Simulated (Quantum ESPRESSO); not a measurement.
# AlN (F-43m): zone-centre phonons, part 2 of 4

Which modes does AlN (F-43m) have at the zone centre?

Quantum ESPRESSO 7.5; DFT LDA, scalar-relativistic, plane waves, JTH PAW pseudopotentials.

So far. Step 2 (A probe with smearing): A gap of 3.2 eV opens on this mesh, so the crystal is taken as an insulator; the start stands at -4.1 GPa. Step 4 (Self-consistent run for the response): The cell stands at 0.22 GPa, close enough for stiff modes, while soft ones can move.

## Step 5: Zone-centre response

At q = 0 one unit cell holds all displacements; symmetry groups them into irreducible representations that are solved one by one. The response to a field gives ε∞ and the Born charges, which polar modes need.

Contents of ph.in:

```
phonons
 &inputph
    prefix='x',
    outdir='./tmp',
    fildyn='g.dyn',
    tr2_ph=1.0d-18,
    epsil=.true.,
 /
0.000000000000 0.000000000000 0.000000000000
```

Started as:

```console
> OMP_NUM_THREADS=1 mpirun -n 4 ph.x -nk 4 -in ph.in > ph.out
```

What it wrote:

```text
[banners, grids, parts of the stress and lines that vanish by symmetry left out]
[banner, memory and clock lines left out]
Program PHONON v.7.5

     ./tmp/x.save/

     file Al.upf: wavefunction(s)  3S 0S 3P 0P renormalized
     file N.upf: wavefunction(s)  0S 0P renormalized

     IMPORTANT: XC functional enforced from input :
     Exchange-correlation= PW
                           (   1   4   0   0   0   0   0)
     Any further DFT definition will be discarded
     Please, verify this is what you really want

     G-vector sticks info

     Check: negative core charge=   -0.000005

     negative rho (up, down):  5.594E-04 0.000E+00
     Reading collected, re-writing distributed wavefunctions in ./tmp/

     Number and degeneracy of irreps per q-point
       N         xq(1)         xq(2)         xq(3)   N irreps
       1   0.000000000   0.000000000   0.000000000       2
        3   3

     Calculation of q =    0.0000000   0.0000000   0.0000000

     phonons

     bravais-lattice index     =            2
     lattice parameter (alat)  =       8.1970  a.u.
     unit-cell volume          =     137.6897 (a.u.)^3
     number of atoms/cell      =            2
     number of atomic types    =            2
     kinetic-energy cut-off    =      60.0000  Ry
     charge density cut-off    =     480.0000  Ry
     convergence threshold     =      1.0E-18
     beta                      =       0.7000
     number of iterations used =            4
     Exchange-correlation= PW
                           (   1   4   0   0   0   0   0)

     celldm(1)=    8.19698  celldm(2)=    0.00000  celldm(3)=    0.00000
     celldm(4)=    0.00000  celldm(5)=    0.00000  celldm(6)=    0.00000

     crystal axes: (cart. coord. in units of alat)
               a(1) = ( -0.5000  0.0000  0.5000 )
               a(2) = (  0.0000  0.5000  0.5000 )
               a(3) = ( -0.5000  0.5000  0.0000 )

     reciprocal axes: (cart. coord. in units 2 pi/alat)
               b(1) = ( -1.0000 -1.0000  1.0000 )
               b(2) = (  1.0000  1.0000  1.0000 )
               b(3) = ( -1.0000  1.0000 -1.0000 )

     Atoms inside the unit cell:

     Cartesian axes

     site n.  atom      mass           positions (alat units)
        1  Al     26.9815   tau(    1) = (    0.00000    0.00000    0.00000  )
        2  N      14.0070   tau(    2) = (   -0.75000    0.75000    0.75000  )

     Computing dynamical matrix for
                    q = (   0.0000000   0.0000000   0.0000000 )

     25 Sym.Ops. (with q -> -q+G )

     G cutoff =  816.9381  (  24357 G-vectors)     FFT grid: ( 45, 45, 45)
     G cutoff =  408.4690  (   8657 G-vectors)  smooth grid: ( 30, 30, 30)
     number of k points=    29
                       cart. coord. in units 2pi/alat
        k(    1) = (   0.0000000   0.0000000   0.0000000), wk =   0.0039062
        k(    2) = (  -0.1250000   0.1250000  -0.1250000), wk =   0.0312500
        k(    3) = (  -0.2500000   0.2500000  -0.2500000), wk =   0.0312500
        [... further k-points left out ...]

     PseudoPot. # 1 for Al read from file:
     ./pseudo/Al.upf
     Pseudo is Projector augmented-wave + core cor, Zval =  3.0
     Shape of augmentation charge: SINC**2
     Using radial grid of  982 points,  4 beta functions with:
                l(1) =   0
                l(2) =   0
                l(3) =   1
                l(4) =   1
     Q(r) pseudized with 0 coefficients

     PseudoPot. # 2 for N  read from file:
     ./pseudo/N.upf
     Pseudo is Projector augmented-wave + core cor, Zval =  5.0
     Shape of augmentation charge: SINC**2
     Using radial grid of  933 points,  4 beta functions with:
                l(1) =   0
                l(2) =   0
                l(3) =   1
                l(4) =   1
     Q(r) pseudized with 0 coefficients

     Mode symmetry, T_d (-43m)  point group:

     Electric field:
     Dielectric constant
     Born effective charges as d Force / d E

     Atomic displacements:
     There are    2 irreducible representations

     Representation     1      3 modes -  To be done

     Representation     2      3 modes -  To be done

     Alpha used in Ewald sum =   2.8000

     negative rho (up, down):  5.594E-04 0.000E+00

     Electric Fields Calculation

      iter #   1   av.it.:   5.3
      thresh= 1.000E-02 alpha_mix =  0.700 |ddv_scf|^2 =  1.354E-08

      iter #   2   av.it.:  10.1
      thresh= 1.164E-05 alpha_mix =  0.700 |ddv_scf|^2 =  1.179E-10

      iter #   3   av.it.:  10.3
      thresh= 1.086E-06 alpha_mix =  0.700 |ddv_scf|^2 =  8.152E-12

      iter #   4   av.it.:  10.3
      thresh= 2.855E-07 alpha_mix =  0.700 |ddv_scf|^2 =  6.545E-14

      iter #   5   av.it.:   9.5
      thresh= 2.558E-08 alpha_mix =  0.700 |ddv_scf|^2 =  1.251E-16

      iter #   6   av.it.:  10.2
      thresh= 1.119E-09 alpha_mix =  0.700 |ddv_scf|^2 =  7.027E-19

     End of electric fields calculation

          Dielectric constant in cartesian axis

          (       4.552407993      -0.000000000       0.000000000 )
          (       0.000000000       4.552407993      -0.000000000 )
          (       0.000000000      -0.000000000       4.552407993 )

          Effective charges (d Force / dE) in cartesian axis without acoustic sum rule applied (asr)

           atom    1  Al    Mean Z*:        2.53295
      Ex  (        2.53295        0.00000        0.00000 )
      Ey  (        0.00000        2.53295       -0.00000 )
      Ez  (        0.00000       -0.00000        2.53295 )
           atom    2  N     Mean Z*:       -2.53644
      Ex  (       -2.53644        0.00000       -0.00000 )
      Ey  (       -0.00000       -2.53644       -0.00000 )
      Ez  (        0.00000       -0.00000       -2.53644 )

          Effective charges Sum: Mean:       -0.00349
             -0.00349       -0.00000        0.00000
              0.00000       -0.00349       -0.00000
             -0.00000       -0.00000       -0.00349

          Effective charges (d Force / dE) in cartesian axis with asr applied:
           atom    1  Al    Mean Z*:        2.53469
      E*x (        2.53469       -0.00000        0.00000 )
      E*y (        0.00000        2.53469        0.00000 )
      E*z (       -0.00000        0.00000        2.53469 )
           atom    2  N     Mean Z*:       -2.53469
      E*x (       -2.53469        0.00000       -0.00000 )
      E*y (       -0.00000       -2.53469       -0.00000 )
      E*z (        0.00000       -0.00000       -2.53469 )

     Representation #   1 modes #   1   2   3

     Self-consistent Calculation

      iter #   1   av.it.:   6.1
      thresh= 1.000E-02 alpha_mix =  0.700 |ddv_scf|^2 =  2.988E-07

      iter #   2   av.it.:  10.3
      thresh= 5.466E-05 alpha_mix =  0.700 |ddv_scf|^2 =  2.534E-09

      iter #   3   av.it.:  10.3
      thresh= 5.033E-06 alpha_mix =  0.700 |ddv_scf|^2 =  1.693E-11

      iter #   4   av.it.:  10.4
      thresh= 4.115E-07 alpha_mix =  0.700 |ddv_scf|^2 =  1.220E-13

      iter #   5   av.it.:  10.1
      thresh= 3.492E-08 alpha_mix =  0.700 |ddv_scf|^2 =  5.631E-16

      iter #   6   av.it.:  10.0
      thresh= 2.373E-09 alpha_mix =  0.700 |ddv_scf|^2 =  9.397E-18

      iter #   7   av.it.:  10.0
      thresh= 3.065E-10 alpha_mix =  0.700 |ddv_scf|^2 =  8.024E-20

     End of self-consistent calculation

     Convergence has been achieved

     Representation #   2 modes #   4   5   6

     Self-consistent Calculation

      iter #   1   av.it.:   4.2
      thresh= 1.000E-02 alpha_mix =  0.700 |ddv_scf|^2 =  1.320E-09

      iter #   2   av.it.:  10.6
      thresh= 3.634E-06 alpha_mix =  0.700 |ddv_scf|^2 =  8.468E-11

      iter #   3   av.it.:  10.3
      thresh= 9.202E-07 alpha_mix =  0.700 |ddv_scf|^2 =  1.810E-12

      iter #   4   av.it.:  10.3
      thresh= 1.346E-07 alpha_mix =  0.700 |ddv_scf|^2 =  1.493E-14

      iter #   5   av.it.:  10.7
      thresh= 1.222E-08 alpha_mix =  0.700 |ddv_scf|^2 =  4.718E-17

      iter #   6   av.it.:  10.6
      thresh= 6.869E-10 alpha_mix =  0.700 |ddv_scf|^2 =  1.459E-18

      iter #   7   av.it.:  10.5
      thresh= 1.208E-10 alpha_mix =  0.700 |ddv_scf|^2 =  1.656E-21

     End of self-consistent calculation

     Convergence has been achieved

     Number of q in the star =    1
     List of q in the star:
          1   0.000000000   0.000000000   0.000000000

          Dielectric constant in cartesian axis

          (       4.552407993      -0.000000000       0.000000000 )
          (       0.000000000       4.552407993      -0.000000000 )
          (       0.000000000      -0.000000000       4.552407993 )

          Effective charges (d Force / dE) in cartesian axis without acoustic sum rule applied (asr)

           atom    1  Al    Mean Z*:        2.53295
      Ex  (        2.53295        0.00000        0.00000 )
      Ey  (        0.00000        2.53295       -0.00000 )
      Ez  (        0.00000       -0.00000        2.53295 )
           atom    2  N     Mean Z*:       -2.53644
      Ex  (       -2.53644        0.00000       -0.00000 )
      Ey  (       -0.00000       -2.53644       -0.00000 )
      Ez  (        0.00000       -0.00000       -2.53644 )

          Effective charges Sum: Mean:       -0.00349
             -0.00349       -0.00000        0.00000
              0.00000       -0.00349       -0.00000
             -0.00000       -0.00000       -0.00349

          Effective charges (d Force / dE) in cartesian axis with asr applied:
           atom    1  Al    Mean Z*:        2.53469
      E*x (        2.53469       -0.00000        0.00000 )
      E*y (        0.00000        2.53469        0.00000 )
      E*z (       -0.00000        0.00000        2.53469 )
           atom    2  N     Mean Z*:       -2.53469
      E*x (       -2.53469        0.00000       -0.00000 )
      E*y (       -0.00000       -2.53469       -0.00000 )
      E*z (        0.00000       -0.00000       -2.53469 )

     Diagonalizing the dynamical matrix

     q = (    0.000000000   0.000000000   0.000000000 )

 **************************************************************************
     freq (    1) =      -0.014707 [THz] =      -0.490580 [cm-1]
     freq (    2) =      -0.014707 [THz] =      -0.490580 [cm-1]
     freq (    3) =      -0.014707 [THz] =      -0.490580 [cm-1]
     freq (    4) =      20.037437 [THz] =     668.376939 [cm-1]
     freq (    5) =      20.037437 [THz] =     668.376939 [cm-1]
     freq (    6) =      20.037437 [THz] =     668.376939 [cm-1]
 **************************************************************************

     Mode symmetry, T_d (-43m)  point group:

     freq (   1-   3) =         -0.5  [cm-1]   --> T_2  G_15 P_4   I+R
     freq (   4-   6) =        668.4  [cm-1]   --> T_2  G_15 P_4   I+R
```

Run time: 21 s. Hardware: 4 MPI ranks of Arm Neoverse V1, shared host; 81 s of CPU time.

This step gave:

* miss of the charge sum rule: 0.003490 e
* largest acoustic frequency at the zone centre before the sum rule: -0.49 cm⁻¹
* highest optical zone-centre mode (no LO-TO term): 668.4 cm⁻¹
* lowest optical zone-centre mode: 668.4 cm⁻¹
* mean high-frequency dielectric constant: 4.552
* largest Born charge in size (third of the trace): 2.536 e

Born charge (rows field, columns displacement), before the sum rule (e), principal values of the symmetric part by kind of site:

```
atom  atoms with these values    low  middle   high   mean
 Al1                        1   2.53    2.53   2.53   2.53
  N2                        1  -2.54   -2.54  -2.54  -2.54
```

In full for N2:

```
-2.54  0.00  0.00
 0.00 -2.54  0.00
 0.00  0.00 -2.54
```

High-frequency dielectric tensor:

```
4.55 0.00 0.00
0.00 4.55 0.00
0.00 0.00 4.55
```

The acoustic modes at Γ come out as far as 0.5 cm⁻¹ from zero, where they should vanish, a small numerical error; the Born charges miss their sum rule by 0.0035 e, which is good.

## Step 6: Zone-centre analysis

A rigid shift of the crystal must cost nothing, but grids and finite bases break this; the acoustic sum rule is imposed before the matrix is diagonalised again. With Born charges the intensities follow, and the static dielectric tensor.

Contents of dynmat.in:

```
 &input
    fildyn='g.dyn',
    asr='simple',
    fileig='dynmat.eig',
    lperm=.true.,
 /
```

Started as:

```console
> dynmat.x -in dynmat.in > dynmat.out
```

What it wrote:

```text
[banner, memory and clock lines left out]
Program DYNMAT v.7.5

     Reading Dynamical Matrix from file g.dyn
     ...Force constants read
     ...epsilon and Z* read
     A direction for q was not specified:TO-LO splitting will be absent

     Polarizability (A^3 units)
     multiply by 0.457847 for Clausius-Mossotti correction
         5.767901    0.000000    0.000000
        -0.000000    5.767901   -0.000000
         0.000000   -0.000000    5.767901

     IR activities are in (D/A)^2/amu units

# mode   [cm-1]    [THz]      IR
    1     -0.00   -0.0000    0.0000
    2     -0.00   -0.0000    0.0000
    3     -0.00   -0.0000    0.0000
    4    668.38   20.0374   16.0757
    5    668.38   20.0374   16.0757
    6    668.38   20.0374   16.0757

Electronic dielectric permittivity tensor (relative, adimensional)
         4.552408    0.000000    0.000000
        -0.000000    4.552408   -0.000000
         0.000000   -0.000000    4.552408

 ... with zone-center polar mode contributions
         8.314028    0.000000    0.000000
         0.000000    8.314028    0.000000
         0.000000    0.000000    8.314028
```

Run time: 0.45 s. Hardware: 1 thread.

Read from the output:

| Quantity | Value |
| --- | --- |
| mean static dielectric constant | 8.314 |

Unit eigenvectors of the mass-weighted matrix after the sum rule; no LO-TO term. The modes at Γ (shares of kinetic energy by element, %):

```
mode  frequency (cm⁻¹)  symmetry  Al %  N %
   1               0.0  acoustic    66   34
   2               0.0  acoustic    66   34
   3               0.0  acoustic    66   34
   4             668.4        T2    34   66
   5             668.4        T2    34   66
   6             668.4        T2    34   66
```

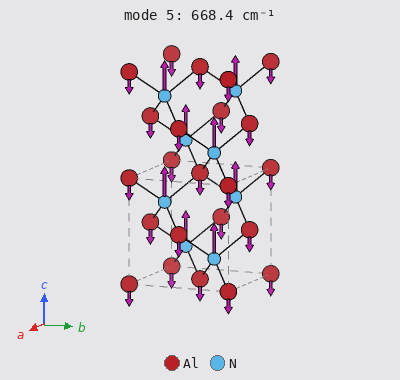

Displacement patterns of mode 5 at Γ; arrows are exaggerated. Bonds to atoms that aren't drawn are left out. 1×1×2 conventional cells are drawn. Some periodic images of atoms are drawn too.

Degenerate modes summed, no LO-TO term. Infrared lines, with heights relative to the strongest:

```
position (cm⁻¹)  lines merged  label  IR intensity, relative
            668             3     T2                     100
```

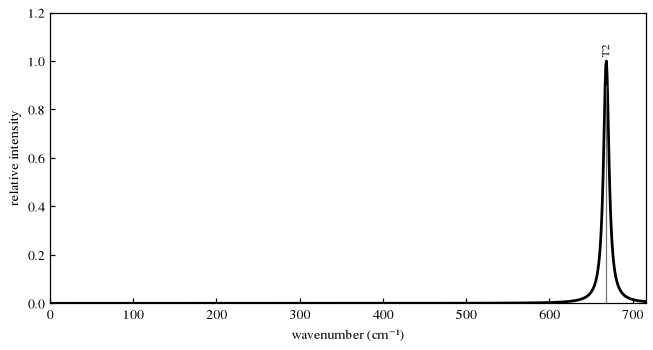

The infrared spectrum, broadened with Lorentzians of width 8 cm⁻¹; bars mark the lines.

Static dielectric tensor (ions relaxed, fixed cell):

```
8.31 0.00 0.00
0.00 8.31 0.00
0.00 0.00 8.31
```

The rule moves no optical mode by more than 0.1 cm⁻¹.

## Step 7: The LO-TO splitting (1 0 0)

A longitudinal polar mode sets up a macroscopic field that stiffens it; the term hangs on the direction from which q goes to zero.

Contents of dynmat.in:

```
 &input
    fildyn='g.dyn',
    asr='simple',
    fileig='dynmat.eig',
    q(1)=1.0,
    q(2)=0.0,
    q(3)=0.0,
 /
```

Started as:

```console
> dynmat.x -in dynmat.in > dynmat.out
```

What it wrote:

```text
[banner, memory and clock lines left out]
Program DYNMAT v.7.5

     Reading Dynamical Matrix from file g.dyn
     ...Force constants read
     ...epsilon and Z* read

     Polarizability (A^3 units)
     multiply by 0.457847 for Clausius-Mossotti correction
         5.767901    0.000000    0.000000
        -0.000000    5.767901   -0.000000
         0.000000   -0.000000    5.767901

     IR activities are in (D/A)^2/amu units

# mode   [cm-1]    [THz]      IR
    1     -0.00   -0.0000    0.0000
    2     -0.00   -0.0000    0.0000
    3      0.00    0.0000    0.0000
    4    668.38   20.0374   16.0757
    5    668.38   20.0374   16.0757
    6    903.25   27.0787   16.0757
```

The job ended after 0.45 s (1 thread).

Numbers from this step:

* highest mode moved by the LO-TO term: 903.2 cm⁻¹

Zone-centre frequencies as printed; negative means imaginary. Modes:

```
mode  frequency (cm⁻¹)
   1                 0
   2                 0
   3                 0
   4             668.4
   5             668.4
   6             903.2
```

The field moves one mode, from 668 to 903 cm⁻¹; the others stay.

## Step 8: Self-consistent run for the response, volume × 0.94

Bonds stiffen under compression, so frequencies follow the volume; the atoms are not relaxed anew.

Contents of scf.in:

```
 &control
    calculation='scf',
    prefix='x',
    outdir='./tmp',
    pseudo_dir='./pseudo',
    tprnfor=.true.,
    tstress=.true.,
 /
 &system
    ibrav=2,
    celldm(1)=8.02964667,
    nat=2,
    ntyp=2,
    ecutwfc=60.0,
    ecutrho=480.0,
    occupations='fixed',
    nbnd=6,
 /
 &electrons
    conv_thr=1.0d-12,
    mixing_beta=0.7,
    electron_maxstep=100,
 /
ATOMIC_SPECIES
 Al     26.9815  Al.upf
 N      14.0070  N.upf
ATOMIC_POSITIONS crystal
 Al     0.000000000   0.000000000   0.000000000
 N      0.750000000   0.750000000   0.750000000
K_POINTS automatic
 8 8 8 0 0 0
```

Started as:

```console
> OMP_NUM_THREADS=1 mpirun -n 4 pw.x -nk 4 -in scf.in > scf.out
```

What it wrote:

```text
[banners, grids, parts of the stress and lines that vanish by symmetry left out]
[banner, memory and clock lines left out]
Program PWSCF v.7.5

[...]
kinetic-energy cutoff     =      60.0000  Ry
     charge density cutoff     =     480.0000  Ry
     scf convergence threshold =      1.0E-12
[...]
Exchange-correlation= SLA PW NOGX NOGC
                           (   1   4   0   0   0   0   0)
[...]
24 Sym. Ops. (no inversion) found
[...]
number of k points=    29
[...]
End of self-consistent calculation
[...]
highest occupied, lowest unoccupied level (ev):     7.5534   10.8174
!    total energy              =     -65.27613759 Ry
[...]
convergence has been achieved in  12 iterations
[...]
atom    1 type  1   force =    -0.00000000    0.00000000   -0.00000000
     atom    2 type  2   force =     0.00000000    0.00000000   -0.00000000
     Total force =     0.000000     Total SCF correction =     0.000000
[...]
total   stress  (Ry/bohr**3)                   (kbar)     P=      150.56
[...]
XML data file, charge density, pseudopotentials, collected wavefunctions
```

It took 2.3 s on 4 MPI ranks.

This step gave:

* volume per atom: 9.590 Å³
* pressure: 15.06 GPa
* gap on the k-mesh: 3.264 eV

[end of part 2 of 4]

[Host names and launcher messages were left out of these logs when they were recorded.]

[Logs are printed without paths, hosts, clocks, repeated set-up lines and the standing remarks that a program may print on its own settings, such as how far it seeks lower states.]

[Hosts, paths, dates, database ids (printed as entryN), source tags and the programs' standing remarks are cut or masked in the printed files.]
